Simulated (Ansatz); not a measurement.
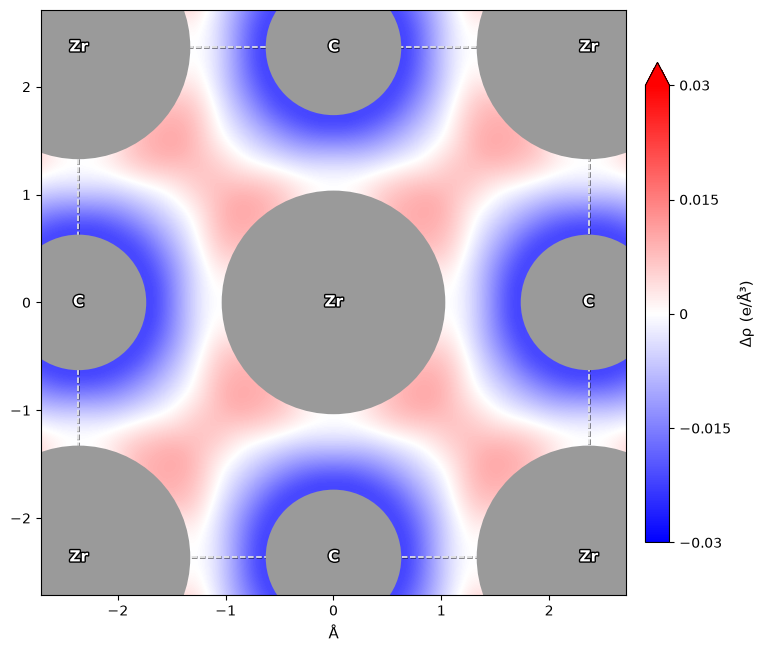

ZrC: difference of two self-consistent densities at the same geometry, ρ(PBEsol) − ρ(r2SCAN), on the (010) plane of the conventional cell. Grey discs cover the cores, where the PAW densities can't be compared. Cores are masked to 1.0 Å (Zr) and 0.6 Å (C).

Space group Fm-3m.

Both runs: Ansatz, scalar-relativistic, plane waves and PAW, same cutoff, k-points and PAW files (made with PBE).

```
Zr C
1.0
     4.73000    0.00000    0.00000
     0.00000    4.73000    0.00000
     0.00000    0.00000    4.73000
Zr C
4 4
Direct
  0.50000 0.00000 0.00000
  0.00000 0.50000 0.00000
  0.00000 0.00000 0.50000
  0.50000 0.50000 0.50000
  0.00000 0.00000 0.00000
  0.50000 0.50000 0.00000
  0.50000 0.00000 0.50000
  0.00000 0.50000 0.50000
```

Q: What differs between the two levels of theory?

A: Against r2SCAN, and outside the masked cores, the largest gain lies at the edge of the masked core of Zr, and the largest loss lies at the edge of the masked core of C.
- Bader charges are Zr +2.01 and C −2.01 e with r2SCAN and Zr +1.86 and C −1.86 e with PBEsol.
- At this volume the pressure is −3 GPa with r2SCAN and −8 GPa with PBEsol.
